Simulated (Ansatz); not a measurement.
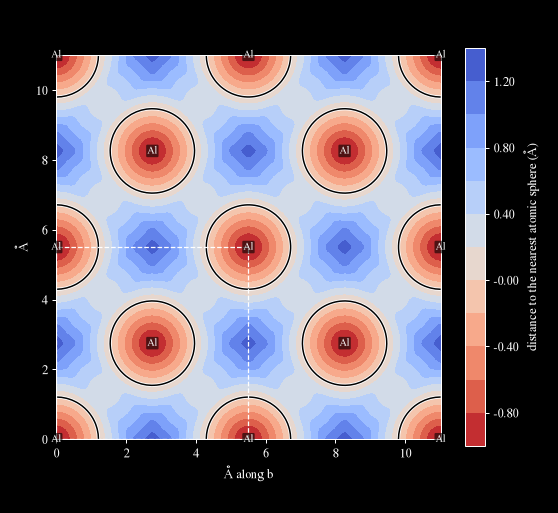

Map of the distance to the nearest atomic sphere in AlP (F-43m, No. 216), computed on the section x = 0.000 (parallel to b and c; the dashed line is one cell). The black line marks the spheres' surfaces; positive values are empty space; unlabelled circles belong to atoms above or below the section.

Atoms are hard spheres with covalent radii (Cordero): Al 1.21 Å, P 1.07 Å.

Origin of the cell: coordinates from a relaxation with DFT, PBE, plane waves, PAW in Ansatz 0.2.0.

```yaml
crystal:
  lattice:
    - [5.50680, 0.00000, 0.00000]
    - [0.00000, 5.50680, 0.00000]
    - [0.00000, 0.00000, 5.50680]
  atoms:
    - { symbol: Al, position: [0.00000, 0.00000, 0.00000] }
    - { symbol: P, position: [0.25000, 0.25000, 0.75000] }
    - { symbol: Al, position: [0.00000, 0.50000, 0.50000] }
    - { symbol: P, position: [0.25000, 0.75000, 0.25000] }
    - { symbol: Al, position: [0.50000, 0.00000, 0.50000] }
    - { symbol: P, position: [0.75000, 0.25000, 0.25000] }
    - { symbol: Al, position: [0.50000, 0.50000, 0.00000] }
    - { symbol: P, position: [0.75000, 0.75000, 0.75000] }
```

### Where is the largest hole in this section, and how large is it?

At 0.000, 0.000, 0.500 (fractional), where the distance reaches 1.31 Å; it is enclosed by 4 P (then 6 Al) in a tetrahedral arrangement. It is the largest hole of the crystal.

### How much of the crystal lies outside the spheres?

About 70 % of the cell's volume, and 69 % of this section's area.

### What can pass through?

The largest sphere that fits anywhere has a diameter of 2.63 Å; the largest that can travel through the crystal, about 2.1 Å.
